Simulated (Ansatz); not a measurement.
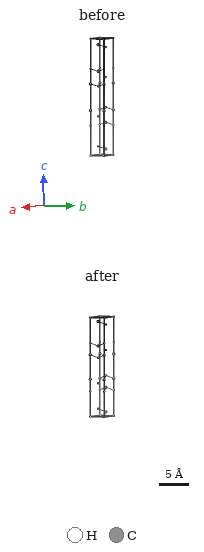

The structure of a crystal of H₃C₂ (built on the tetradymite_166 type) before (top) and after (bottom) a relaxation, at one scale.

A ball-and-stick model of the conventional cell (3 times the calculation's cell), seen from a free direction. Lengths and directions refer to the drawn axes.

Case: tetradymite type (R-3m, No. 166).

The calculation used DFT PBE, scalar-relativistic, plane waves, PAW in Ansatz 0.2.0.

Input file:
```yaml
crystal:
  lattice:
    - [1.2154605705, 0.7017464876, 6.9385964844]
    - [-1.2154605705, 0.7017464876, 6.9385964844]
    - [0.0, -1.4034929751, 6.9385964844]
  atoms:
    - { symbol: H, position: [0.0, 0.0, 0.0] }
    - { symbol: H, position: [0.2575709973, 0.2575709973, 0.2575709973] }
    - { symbol: H, position: [0.7424290027, 0.7424290027, 0.7424290027] }
    - { symbol: C, position: [0.3862397428, 0.3862397428, 0.3862397428] }
    - { symbol: C, position: [0.6137602572, 0.6137602572, 0.6137602572] }
basis:
  ecutwfc: 420
kpoints:
  mp_grid: { grid: [18, 18, 18] }
hamiltonian:
  xc: pbe
scf:
  occupations: { method: gaussian, width: 0.1 }
output:
  forces: true
  stress: true
  eigenvalues: true
relax:
  adjacent_minimum: "off"
  f_tol: 0.01
  max_steps: 80
  cell: { stress_tol: 0.05 }
```

Run as
```bash
ansatz run input.yaml --threads 1 --pin off --max-ram 2560MiB --backend cpu --events-out ev --progress --plain --runs-dir out
```

### What changed between the two?

Over 23 accepted moves (32 points after the start) the energy falls by 35.4 meV per atom. Largest force component: 0.21 eV/Å at the start, 0.00029 eV/Å at the end. The pressure goes from −0.41 to 0.01 GPa. The line search rejected the trial steps at points 4, 9, 10, 11, 25 of the run. The SCF was repeated 4 times at an unchanged geometry on a basis and grid sized afresh for the cell, which shifted the energy by 0.9 meV per atom at most. The largest moves relative to the cell, 0.19 Å, are those of C4 and C5. C4 goes along −c. By element the largest moves are C 0.19 Å, H 0.02 Å. The drawn cell changes as follows: a = b 2.431 → 2.519 Å (+3.6 %), c 20.816 → 17.668 Å (−15.1 %); the volume changes by −8.9 %. Among the contacts that change: C4–C5 2.612 → 2.088 Å, H2–C5 1.482 → 1.576 Å. The space group stays R-3m (No. 166).
